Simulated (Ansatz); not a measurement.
# Two runs on Ru

System: Ru (Fm-3m, 1 atom in the cell).
Method of run A: DFT r2SCAN, scalar-relativistic, plane waves, PAW, no spin polarisation (Ansatz 0.2.0).

The structure was built on a prototype by a generator; it need not be a known phase. Text and figures count atoms from 1; the logs count them from 0 in places.

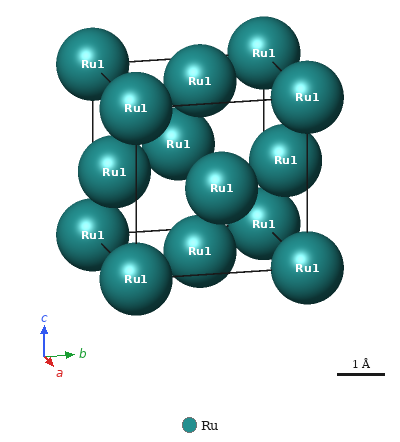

Figure 1. The input geometry (spheres-only view of the cell 4 times as large as that of the calculation, set on its symmetry axes, seen slightly off an axis; atoms are numbered from 1 in the order of the input).

**Input file, run A**
```yaml
crystal:
  lattice:
    - [0.0, 1.9033641158, 1.9033641158]
    - [1.9033641158, 0.0, 1.9033641158]
    - [1.9033641158, 1.9033641158, 0.0]
  atoms:
    - { symbol: Ru, position: [0.0, 0.0, 0.0] }
basis:
  ecutwfc: 600
  ecutrho_ratio: 5
kpoints:
  mp_grid: { grid: [18, 18, 18] }
hamiltonian:
  xc: r2scan
scf:
  occupations: { method: gaussian, width: 0.05 }
output:
  forces: true
  stress: true
  eigenvalues: true
```

Hardware: 2 threads of an x86-64 CPU, shared host.

**Output, shortened to warnings, some set-up lines, iterations and results (run A)**
```
Basis set: ecut = 600 eV, 459 PW (Γ), exchange–correlation on 100×100×100 points (64 copies of the dense FFT grid, shifted against one another)
Symmetry: 48 space group operations
k-points: 195 of 5832
Initial density: superposition of atomic densities (neutral atoms: chi_scale 0, normalization atom), corrected by the library's trained network
[...]
SCF iter   1: F=—  HF=-5890.573535 eV  |F-HF|=—  |Δ(HF+E_count)|=         —  Δρ=1.08e-2  dr2=4.13e-3  dr2_τ=5.82e-3  ethr=1.77e-3  ⟨swp⟩=5.7  Hψ=13990  notcnv=0
SCF iter   2: F=—  HF=-5890.581274 eV  |F-HF|=—  |Δ(HF+E_count)|=   7.74e-3  Δρ=5.05e-3  dr2=9.85e-4  dr2_τ=8.93e-5  ethr=2.58e-5  ⟨swp⟩=2.0  Hψ=6196  notcnv=0  defer=44
SCF iter   3: F=—  HF=-5890.581549 eV  |F-HF|=—  |Δ(HF+E_count)|=   2.75e-4  Δρ=1.37e-3  dr2=1.14e-4  dr2_τ=3.24e-5  ethr=6.16e-6  ⟨swp⟩=2.6  Hψ=3091  notcnv=0  defer=44
SCF iter   4: F=—  HF=-5890.581543 eV  |F-HF|=—  |Δ(HF+E_count)|=   6.48e-6  Δρ=1.50e-4  dr2=1.36e-6  dr2_τ=5.24e-7  ethr=7.15e-7  ⟨swp⟩=2.7  Hψ=3745  notcnv=0  defer=44
SCF iter   5: F=—  HF=-5890.581546 eV  |F-HF|=—  |Δ(HF+E_count)|=   3.03e-6  Δρ=9.78e-5  dr2=4.92e-7  dr2_τ=8.53e-8  ethr=8.49e-9  ⟨swp⟩=2.3  Hψ=2985  notcnv=0  defer=44
SCF iter   6: F=-5890.581547 eV  HF=-5890.581547 eV  |F-HF|=3.33e-9  |Δ(HF+E_count)|=   1.55e-6  Δρ=7.19e-6  dr2=2.65e-9  dr2_τ=8.55e-9  ethr=6.25e-10  ⟨swp⟩=4.2  Hψ=11350  …
SCF 1 converged in 6 iterations: F = -5890.581547 eV  dr2 = 2.65e-9
SCF converged after 6 iterations
Free energy (F): -5890.581547 eV
Harris-Foulkes:  -5890.581547 eV  (|F-HF|=3.33e-9)
Internal energy: -5890.580256 eV  (E = F + TS)
E sigma→0 (E₀):  -5890.580902 eV
Entropy (-TS):   -0.001291 eV (-1.291 meV/atom)
Fermi energy:    22.794952 eV
--- Per-component energies (eV) ---
  E_band       = -75.041463
  E_kinetic    = 513.616361
  E_local      = -1272.676962  (includes V_loc(G=0)·N_el)
  E_nonlocal   = 342.968931
  E_hartree    = 408.606868
  E_xc         = -183.971593
  E_vxc        = -266.528087  (∫ρ·V_xc dr)
  E_paw        = -3478.898830  (= ΣΔE_a)
  E_vpaw       = -228.411829  (= ΣTr[D̂ρ^β])
  E_aug_tail   = 0.000035  (compensation charges beyond the density's cutoff)
  E_vtau       = 18.774827  (kinetic-family band-sum trace: ∫τ·v_τ [+ j·A + Jᵃ·Aᵃ] dr)
  E_ewald      = -2219.914111
  E_core_change = -0.310956  (= ΣΔE_core)
  E_smearing   = -0.001291  (= −TS)
  E_closure    = -0.000000  (closes the sum)
  Σ components = -5890.581547   (vs F -5890.581547, Δ=0.00e0)
--- Forces (eV/Å), atoms counted from 1 ---
  atom   1  Ru    -0.00000000     0.00000000     0.00000000
  max |Σ_I F_I| component: 2.98e-32 eV/Å
--- Stress (GPa, compression-positive) ---
       -5.610079       0.000000       0.000000
       -0.000000      -5.610079       0.000000
        0.000000      -0.000000      -5.610079
  P = ⅓ Tr σ = -5.6101 GPa (-56.101 kbar)
```

For run B the input was changed thus:
```diff
-  mp_grid: { grid: [18, 18, 18] }
+  mp_grid: { grid: [8, 8, 8] }
-  xc: r2scan
+  xc: pbe
```

What does this change do to the results?

The total energies belong to different methods, so their difference says nothing on which is more stable or more accurate. The pressure goes from −5.61 to −0.03 GPa. The functional changes from r2SCAN to PBE. The number of SCF iterations is the same. The irreducible k-points go from 195 to 29.

**Output, shortened to warnings, some set-up lines, iterations and results (run B)**
```
Basis set: ecut = 600 eV, 459 PW (Γ), exchange–correlation on 50×50×50 points (8 copies of the dense FFT grid, shifted against one another)
Symmetry: 48 space group operations
k-points: 29 of 512
Initial density: superposition of atomic densities (neutral atoms: chi_scale 0, normalization atom), corrected by the library's trained network
[...]
SCF iter   1: F=—  HF=-5878.615900 eV  |F-HF|=—  |Δ(HF+E_count)|=         —  Δρ=8.78e-3  dr2=2.47e-3  ethr=1.77e-3  ⟨swp⟩=5.1  Hψ=2013  notcnv=0
SCF iter   2: F=—  HF=-5878.615433 eV  |F-HF|=—  |Δ(HF+E_count)|=   4.67e-4  Δρ=4.25e-3  dr2=4.56e-4  ethr=1.54e-5  ⟨swp⟩=2.2  Hψ=743  notcnv=0
SCF iter   3: F=—  HF=-5878.615518 eV  |F-HF|=—  |Δ(HF+E_count)|=   8.52e-5  Δρ=1.26e-3  dr2=9.74e-5  ethr=2.85e-6  ⟨swp⟩=2.7  Hψ=547  notcnv=0
SCF iter   4: F=—  HF=-5878.615505 eV  |F-HF|=—  |Δ(HF+E_count)|=   1.36e-5  Δρ=1.24e-4  dr2=1.10e-6  ethr=6.09e-7  ⟨swp⟩=2.5  Hψ=504  notcnv=0
SCF iter   5: F=-5878.615505 eV  HF=-5878.615505 eV  |F-HF|=4.07e-8  |Δ(HF+E_count)|=   1.96e-7  Δρ=2.81e-5  dr2=8.15e-8  ethr=6.90e-9  ⟨swp⟩=2.2  Hψ=538  notcnv=0
SCF iter   6: F=-5878.615505 eV  HF=-5878.615505 eV  |F-HF|=3.82e-9  |Δ(HF+E_count)|=   5.46e-9  Δρ=7.47e-6  dr2=6.32e-9  ethr=5.09e-10  ⟨swp⟩=3.2  Hψ=1359  notcnv=0
SCF 1 converged in 6 iterations: F = -5878.615505 eV  dr2 = 6.32e-9
SCF converged after 6 iterations
Free energy (F): -5878.615505 eV
Harris-Foulkes:  -5878.615505 eV  (|F-HF|=3.82e-9)
Internal energy: -5878.613973 eV  (E = F + TS)
E sigma→0 (E₀):  -5878.614739 eV
Entropy (-TS):   -0.001532 eV (-1.532 meV/atom)
Fermi energy:    22.845634 eV
--- Per-component energies (eV) ---
  E_band       = -58.997646
  E_kinetic    = 514.100035
  E_local      = -1273.949691  (includes V_loc(G=0)·N_el)
  E_nonlocal   = 343.075560
  E_hartree    = 409.311874
  E_xc         = -190.496987
  E_vxc        = -239.157312  (∫ρ·V_xc dr)
  E_paw        = -3460.740688  (= ΣΔE_a)
  E_vpaw       = -221.693214  (= ΣTr[D̂ρ^β])
  E_aug_tail   = 0.000035  (compensation charges beyond the density's cutoff)
  E_ewald      = -2219.914111
  E_smearing   = -0.001532  (= −TS)
  E_closure    = -0.000000  (closes the sum)
  Σ components = -5878.615505   (vs F -5878.615505, Δ=0.00e0)
--- Forces (eV/Å), atoms counted from 1 ---
  atom   1  Ru    -0.00000000     0.00000000     0.00000000
  max |Σ_I F_I| component: 3.49e-32 eV/Å
--- Stress (GPa, compression-positive) ---
       -0.028167       0.000000      -0.000000
        0.000000      -0.028167      -0.000000
        0.000000       0.000000      -0.028167
  P = ⅓ Tr σ = -0.0282 GPa (-0.282 kbar)
```

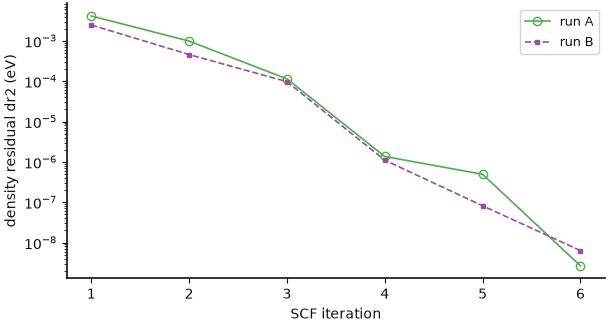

Figure 2. Convergence of the two runs: density residual dr2 against the SCF iteration. Run A takes 6 iterations in all, and run B takes 6.

**The two runs side by side**

| quantity | run A | run B |
| --- | --- | --- |
| outcome | converged | converged |
| free energy per atom (eV) | −5890.5815 | −5878.6155 |
| energy per atom, smearing taken to zero (eV) | −5890.5809 | −5878.6147 |
| gap on the mesh (eV) | 0.00 | 0.00 |
| pressure (GPa) | −5.61 | −0.03 |
| largest force (eV/Å) | 0.000 | 0.000 |
| SCF iterations | 6 | 6 |
| irreducible k-points | 195 | 29 |
| plane waves at Γ | 459 | 459 |
| wall time (shared host) | 3.1 s | 0.66 s |

For run A: The cell is under a tension of 5.6 GPa at this level, so it is not at its equilibrium volume.
